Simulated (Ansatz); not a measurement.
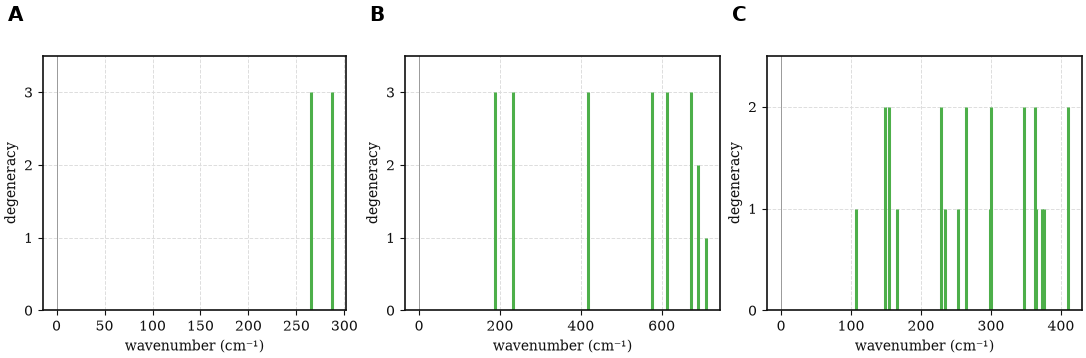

Each panel shows the zone-centre optical phonon frequencies (the three acoustic modes are left out) for one of these solids: Al₂Cu, Fm-3m (No. 225), 15.7 Å³/atom; AlGa₃N₄, P-43m (No. 215), 10.9 Å³/atom; TaSi₂, P6_422 (No. 181), 14.3 Å³/atom.

How it was computed, with Ansatz 0.2.0: harmonic phonon frequencies at the zone centre with atoms at rest in the given cell, without the long-range term of polar modes, the three translations left out, imaginary frequencies are negative; plane waves with PAW datasets, Γ-centred k mesh. Level: PBEsol, no spin polarisation.

Question: Match the panels to the solids.

Answer: A is Al₂Cu (modes from 265.2 to 287.1 cm⁻¹); B is AlGa₃N₄ (modes from 188.6 to 708.5 cm⁻¹); C is TaSi₂ (modes from 106.4 to 409.5 cm⁻¹).

For Al₂Cu, limits of the calculation: metal sensitive to the k mesh; structure snapped to symmetry.

For AlGa₃N₄, limits of the calculation: field response not converged on the k mesh.

For TaSi₂, limits of the calculation: metal sensitive to the k mesh.
